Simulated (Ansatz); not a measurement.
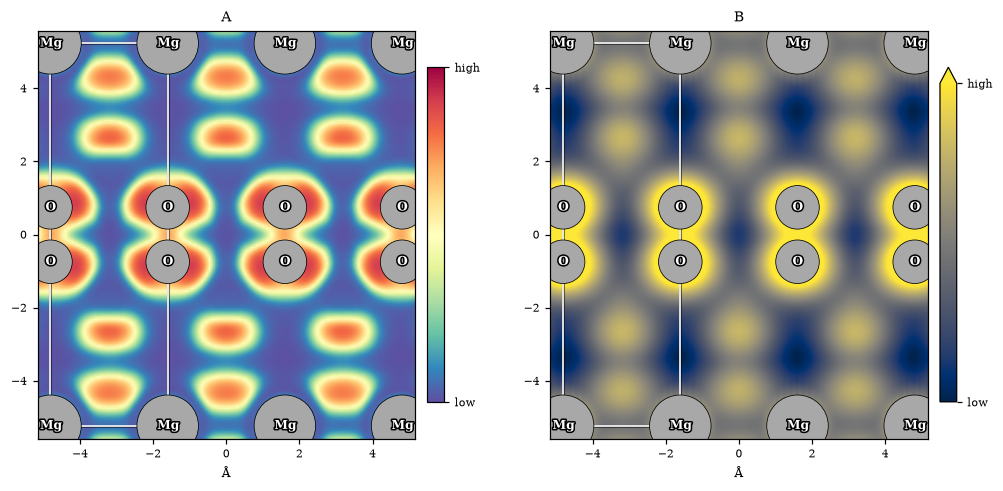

MgO₂: 2 fields on the (010) plane of the conventional cell, with unlabelled colour scales. Grey discs cover the atomic cores.

Space group R-3m; a structure from a database of computed crystals, not necessarily the ambient phase; not relaxed (largest force 0.4 eV/Å); computed pressure about −10 GPa in this cell.

Method: DFT LDA, scalar-relativistic, plane waves, PAW (Ansatz).

Match the panels to the quantities (electron localisation function and valence pseudo-density).

Panel A: electron localisation function. Panel B: valence pseudo-density. From the grid: O–O (1.49 Å): the density is about 1.7 e/Å³ at the midpoint; the ELF peaks at about 0.70 between the atoms.
